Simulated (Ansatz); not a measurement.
## Single-point calculation, with input and output: HfS$_{2}$

The run: single-point calculation of HfS$_{2}$ (slab, 6 atoms in the cell). Method and program: DFT PBE+D3(BJ), scalar-relativistic, plane waves, PAW, PAW set soft_1, no spin polarisation (Ansatz 0.2.0).

The structure derives from a Materials Project entry.

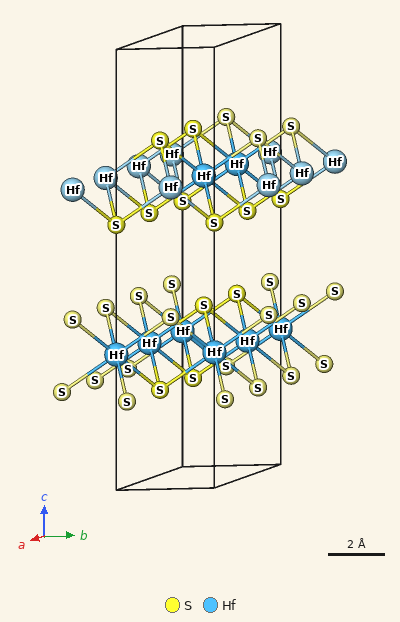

The structure (ball-and-stick view of the 2 × 1 repeat of the cell, with the vacuum cut short, seen slightly off an axis; neighbours outside the cell are drawn fainter).

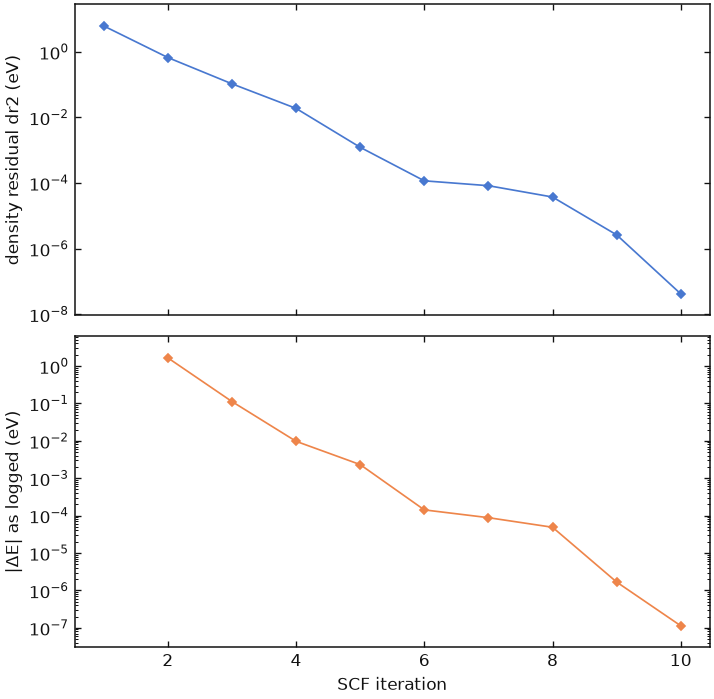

Convergence of the self-consistent field: density residual dr2 and size of the energy change against the SCF iteration. The residual falls at every step.

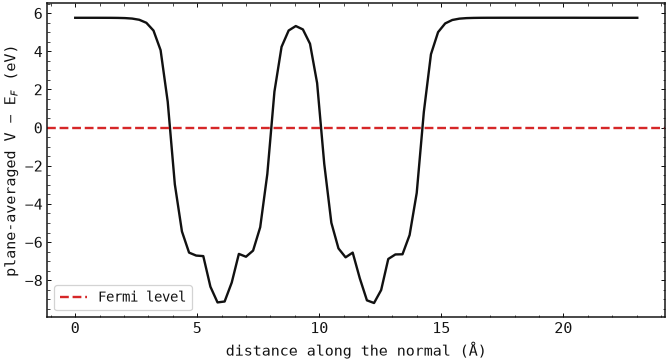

Plane average of the electrostatic potential energy of an electron across the cell, from the Fermi level. The vacuum level lies 5.76 eV above the Fermi level.

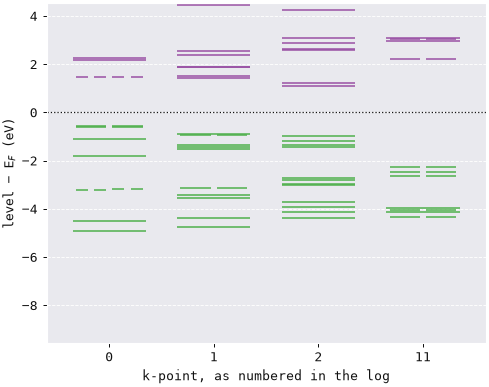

Kohn–Sham levels near the Fermi level (dotted) at the few k-points that the log prints; levels within 0.02 eV of each other stand side by side. Among these points the highest filled and lowest empty levels are 1.65 eV apart; the gap on the full mesh, 1.13 eV, has an edge at a point that isn't printed.

These pictures come from the run below.

Input
```yaml
crystal:
  lattice:
    - [3.6183523043, 0.0, 0.0]
    - [-1.8091761521, 3.1335850153, 0.0]
    - [0.0, 0.0, 23.3215601229]
  atoms:
    - { symbol: S, position: [0.6666666667, 0.3333333333, 0.1929545012] }
    - { symbol: Hf, position: [0.0, 0.0, 0.2553598473] }
    - { symbol: S, position: [0.3333333333, 0.6666666667, 0.3177651933] }
    - { symbol: S, position: [1.0, 1.0, 0.4588363731] }
    - { symbol: Hf, position: [0.3333333333, 0.6666666667, 0.5212417192] }
    - { symbol: S, position: [0.6666666667, 1.3333333333, 0.5836470653] }
basis:
  ecutwfc: 420
kpoints:
  mp_grid: { grid: [9, 9, 1] }
hamiltonian:
  xc: pbe
  pseudopotentials: { kind: paw, azcp: { folder: soft_1 } }
  dispersion: d3bj
scf:
  occupations: { method: gaussian, width: 0.05 }
output:
  forces: true
  eigenvalues: true
efield:
  axis: 3
  dipole_correction: true
  ramp_width: 0.04
```

Run as:
```bash
ansatz run input.yaml --threads 1 --pin off --max-ram 3072MiB --backend cpu --events-out ev --progress --plain --runs-dir out
```

The program's output
```
Engine: ansatz 0.2.0, aarch64-unknown-linux-gnu
Pseudopotentials: kind: paw
Pseudopotential: S, paw, valence charge 6, recommended cutoff 420 eV (normal), [file]
Pseudopotential: Hf, paw, valence charge 26, recommended cutoff 420 eV (normal), [file]
Functional definition: PBE
  parameter kappa = 0.804
  parameter beta = 0.06672455060314922
  exchange = pbe_x(kappa = kappa, mu = beta*pi^2/3)
  correlation = pbe_c(beta = beta)
Crystal: 6 atoms, lattice volume = 264.430 Å³
Basis set: ecut = 420 eV, 5093 PW (Γ), exchange–correlation on 50×50×320 points (8 copies of the dense FFT grid, shifted against one another)
Bands: 46, of which v1, the nominal top of the filled ones, is band 38 counted from 1 (37 counted from 0)
Symmetry: 6 space group operations
k-points: 12 of 81 (time reversal used)
Non-local potential: S, projectors of the file, l = 0: 2, l = 1: 2, l = 2: 1
Non-local potential: Hf, projectors of the file, l = 0: 3, l = 1: 2, l = 2: 2, l = 3: 3
PAW form: soft (Blöchl's): semilocal exchange-correlation on the pseudo side does not see the compensation charge
PAW one-centre angular grid: S, 110 points (default); XC on 64 Gauss nodes
PAW one-centre angular grid: Hf, 590 points (default); XC on 64 Gauss nodes
Initial density: superposition of atomic densities (neutral atoms: chi_scale 0, normalization atom)
Initial wavefunctions: pseudopotential atomic-orbital guess
Functional: x = pbe(κ = 0.804, μ = 0.2195149727645171), c = pbe(β = 0.06672455060314922)
SCF iter   1: F=—  HF=-35065.453594 eV  |F-HF|=—  |Δ(HF+E_count)|=         —  Δρ=3.79e-2  dr2=6.10e0  ethr=3.10e-3  p=0.000 e·Å  D=1.36e-6 V/Å  ΔV_dip=-0.00 eV  dr2_dipole=6.90e-8  V_vac-E_F(+/−)=6.78/6.78 eV  ⟨swp⟩=9.6  Hψ=2614  notcnv=0  defer=1
efield: sawtooth ramp at fractional position 0.8683 (placed from the atoms, in the widest stretch of the axis that holds none; the zero of the levels goes with the place), width 0.0400; the density the first Hamiltonian is built on has a dipole p = 0.000 e·Å; the dipole correction subtracts the counter field D = 1.36e-6 V/Å, which shifts the + side's vacuum level by -0.00 eV against the − side's; the planar-averaged density in the ramp window peaks in size at 2.3e-6 e/Å³
preconditioner: auto → Resta (q_TF=auto, 2.216 Å⁻¹)  ε∞=3.3  [insulator: Δε(μ)=2.079 eV  Ē_g=11.541 eV  σ=0.050 eV  W_gap=1.00  n_scr=58 (ndim 8)  ℏωp=17.7 eV  f_vac=0.480  D(μ)=0.00/eV (n_scr^D=0)  ε∞_Penn≈3.3  vacuum switching on, ρ_ref=9.7e-3 e/Å³]
SCF iter   2: F=—  HF=-35063.801242 eV  |F-HF|=—  |Δ(HF+E_count)|=    1.65e0  Δρ=1.52e-2  dr2=6.64e-1  ethr=3.10e-3  p=0.000 e·Å  D=3.83e-5 V/Å  ΔV_dip=-0.00 eV  dr2_dipole=5.22e-8  V_vac-E_F(+/−)=6.44/6.44 eV  ⟨swp⟩=3.7  Hψ=1206  notcnv=0  defer=28
SCF iter   3: F=—  HF=-35063.688919 eV  |F-HF|=—  |Δ(HF+E_count)|=   1.12e-1  Δρ=6.80e-3  dr2=1.05e-1  ethr=8.74e-4  p=-0.000 e·Å  D=-2.13e-5 V/Å  ΔV_dip=0.00 eV  dr2_dipole=4.24e-8  V_vac-E_F(+/−)=6.01/6.01 eV  ⟨swp⟩=2.1  Hψ=934  notcnv=0  defer=28
SCF iter   4: F=—  HF=-35063.679237 eV  |F-HF|=—  |Δ(HF+E_count)|=   9.68e-3  Δρ=3.31e-3  dr2=1.87e-2  ethr=1.38e-4  p=0.000 e·Å  D=1.59e-5 V/Å  ΔV_dip=-0.00 eV  dr2_dipole=2.46e-8  V_vac-E_F(+/−)=5.90/5.90 eV  ⟨swp⟩=3.0  Hψ=1079  notcnv=0  defer=28
SCF iter   5: F=—  HF=-35063.681545 eV  |F-HF|=—  |Δ(HF+E_count)|=   2.31e-3  Δρ=6.86e-4  dr2=1.22e-3  ethr=2.47e-5  p=-0.000 e·Å  D=-2.27e-5 V/Å  ΔV_dip=0.00 eV  dr2_dipole=3.22e-8  V_vac-E_F(+/−)=5.81/5.81 eV  ⟨swp⟩=2.1  Hψ=858  notcnv=0  defer=28
SCF iter   6: F=—  HF=-35063.681687 eV  |F-HF|=—  |Δ(HF+E_count)|=   1.42e-4  Δρ=1.94e-4  dr2=1.16e-4  ethr=1.60e-6  p=0.000 e·Å  D=1.84e-5 V/Å  ΔV_dip=-0.00 eV  dr2_dipole=2.46e-8  V_vac-E_F(+/−)=5.78/5.78 eV  ⟨swp⟩=2.3  Hψ=1026  notcnv=0  defer=28
SCF iter   7: F=—  HF=-35063.681775 eV  |F-HF|=—  |Δ(HF+E_count)|=   8.79e-5  Δρ=8.62e-5  dr2=8.24e-5  ethr=1.52e-7  p=-0.000 e·Å  D=-3.18e-5 V/Å  ΔV_dip=0.00 eV  dr2_dipole=7.66e-8  V_vac-E_F(+/−)=5.77/5.76 eV  ⟨swp⟩=2.3  Hψ=907  notcnv=0  defer=28
SCF iter   8: F=—  HF=-35063.681824 eV  |F-HF|=—  |Δ(HF+E_count)|=   4.87e-5  Δρ=4.73e-5  dr2=3.72e-5  ethr=1.08e-7  p=0.000 e·Å  D=2.50e-5 V/Å  ΔV_dip=-0.00 eV  dr2_dipole=4.27e-8  V_vac-E_F(+/−)=5.77/5.77 eV  ⟨swp⟩=2.0  Hψ=682  notcnv=0  defer=28
SCF iter   9: F=—  HF=-35063.681822 eV  |F-HF|=—  |Δ(HF+E_count)|=   1.67e-6  Δρ=1.34e-5  dr2=2.61e-6  ethr=4.90e-8  p=0.000 e·Å  D=4.86e-6 V/Å  ΔV_dip=-0.00 eV  dr2_dipole=1.22e-9  V_vac-E_F(+/−)=5.76/5.76 eV  ⟨swp⟩=2.0  Hψ=598  notcnv=0  defer=28
SCF iter  10: F=-35063.681822 eV  HF=-35063.681822 eV  |F-HF|=2.70e-8  |Δ(HF+E_count)|=   1.13e-7  Δρ=2.41e-6  dr2=4.15e-8  ethr=1.32e-10  p=0.000 e·Å  D=6.97e-6 V/Å  ΔV_dip=-0.00 eV  dr2_dipole=2.79e-9  V_vac-E_F(+/−)=5.76/5.76 eV  ⟨swp⟩=15.9  Hψ=3340  notcnv=0
SCF 1 converged in 10 iterations: F = -35063.681822 eV  dr2 = 4.15e-8
  greatest PAW one-centre occupation: 0.999 electrons in one spin orbital (limit 2), on the Hf atom at site 1 (counted from 0), in its partial waves of l = 0
SCF converged after 10 iterations
Free energy (F): -35063.681822 eV
Harris-Foulkes:  -35063.681822 eV  (|F-HF|=2.70e-8)
Internal energy: -35063.681822 eV  (E = F + TS)
E sigma→0 (E₀):  -35063.681822 eV
Fermi energy:    1.686548 eV
Dipole field:    D = -0.000055 V/Å  (p = -0.000080 e·Å, saw-weighted, corrected)
Work function:   Φ+ = 5.7612 eV   Φ− = 5.7599 eV
Levels:          The Fermi level and band energies are counted from a zero that moves with the ramp; work functions are not
--- Per-component energies (eV) ---
  E_band       = -1013.708095
  E_kinetic    = 1232.218349
  E_local      = -67405.547324  (includes V_loc(G=0)·N_el)
  E_nonlocal   = 260.104526
  E_hartree    = 32948.112195
  E_xc         = -887.737874
  E_vxc        = -838.997545  (∫ρ·V_xc dr)
  E_paw        = -17829.622595  (= ΣΔE_a)
  E_vpaw       = -157.680749  (= ΣTr[D̂ρ^β])
  E_aug_tail   = 0.000163  (compensation charges beyond the density's cutoff)
  E_efield     = 0.000000  (sawtooth field / dipole correction)
  E_vefield    = 0.000000  (∫n·V_field dr)
  E_ewald      = 16620.402637
  E_disp       = -1.611899  (pairwise vdW)
  E_smearing   = -0.000000  (= −TS)
  E_closure    = 0.000000  (closes the sum)
  Σ components = -35063.681822   (vs F -35063.681822, Δ=0.00e0)
--- Forces (eV/Å), atoms counted from 1 ---
  atom   1  S     -0.00000000     0.00000000     0.00932825
  atom   2  Hf     0.00000000    -0.00000000     0.04211434
  atom   3  S      0.00000000    -0.00000000     0.02989364
  atom   4  S     -0.00000000     0.00000000    -0.02981379
  atom   5  Hf    -0.00000000     0.00000000    -0.04220942
  atom   6  S      0.00000000    -0.00000000    -0.00927377
  max |Σ_I F_I| component: 3.93e-5 eV/Å
--- Band table (eV; the first three rows and the last of 12) ---
  k-point 0: bands = ["-60.8467", "-60.8466", "-29.4982", "-29.4981", "-29.3862", "-29.3862", "-29.3861", "-29.3861", "-11.8162", "-11.7475", "-10.9800", "-10.9566", "-10.7785", "-10.7784", "-10.7572", "-10.7572", "-10.7571", "-10.7571", "-10.7494", "-10.7494", "-10.7492", "-10.7492", "-10.7377", "-10.7376", "-10.2199", "-10.1268", "-3.2409", "-2.8347", "-1.5197", "-1.5197", "-1.5057", "-1.5057", "-0.1326", "0.5663", "1.0834", "1.0834", "1.1245", "1.1245", "3.1604", "3.1604", "3.1698", "3.1698", "3.8455", "3.9314", "6.4630", "6.7657"]
  k-point 1: bands = ["-60.8459", "-60.8458", "-29.4936", "-29.4935", "-29.4100", "-29.4099", "-29.3916", "-29.3914", "-11.6805", "-11.6130", "-10.9661", "-10.9446", "-10.7773", "-10.7771", "-10.7556", "-10.7555", "-10.7520", "-10.7517", "-10.7497", "-10.7496", "-10.7484", "-10.7479", "-10.7405", "-10.7404", "-10.2358", "-10.1496", "-3.0790", "-2.6906", "-1.8478", "-1.7555", "-1.4494", "-1.4313", "0.1757", "0.2477", "0.3182", "0.7527", "0.7534", "0.8009", "3.1357", "3.1797", "3.5698", "3.5923", "4.0865", "4.2477", "6.1588", "6.2640"]
  k-point 2: bands = ["-60.8439", "-60.8438", "-29.4825", "-29.4824", "-29.4691", "-29.4689", "-29.4050", "-29.4049", "-11.3363", "-11.2768", "-10.9269", "-10.9104", "-10.7740", "-10.7739", "-10.7550", "-10.7549", "-10.7520", "-10.7519", "-10.7509", "-10.7508", "-10.7465", "-10.7464", "-10.7122", "-10.7064", "-10.2749", "-10.2065", "-2.7110", "-2.4475", "-2.2301", "-2.0421", "-1.3126", "-1.2843", "-1.1004", "-1.0299", "0.2650", "0.3189", "0.4880", "0.7142", "2.7792", "2.9010", "4.2744", "4.3082", "4.5542", "4.7750", "5.9558", "6.2758"]
  k-point 11: bands = ["-60.8391", "-60.8390", "-29.5242", "-29.5242", "-29.5241", "-29.5241", "-29.4537", "-29.4536", "-10.8507", "-10.8506", "-10.8486", "-10.8485", "-10.7663", "-10.7662", "-10.7643", "-10.7642", "-10.7575", "-10.7575", "-10.7574", "-10.7574", "-10.7411", "-10.7409", "-10.2077", "-10.2077", "-10.1971", "-10.1970", "-2.6665", "-2.6664", "-2.4431", "-2.3531", "-2.3529", "-2.2885", "-0.9611", "-0.9611", "-0.8002", "-0.7845", "-0.5645", "-0.5645", "3.9246", "3.9247", "4.6580", "4.7204", "4.7205", "4.7685", "6.6890", "7.0410"]
```

Summary

| quantity | value |
| --- | --- |
| outcome | converged |
| electrons treated | 76 |
| free energy | −35063.6818 eV |
| work function, top face | 5.76 eV |
| work function, bottom face | 5.76 eV |
| Fermi energy | 1.687 eV |
| gap on the k-point mesh | 1.13 eV |
| work function (upper face) | 5.76 eV |
| largest force (length of the vector) | 0.042 eV/Å |
| hardware | 1 thread of Arm Neoverse N1, 98 GiB of memory available, shared host |
| wall time | 32 s |
| peak memory | 0.45 GiB |

Notes

Spin–orbit coupling is left out, which matters for Hf.
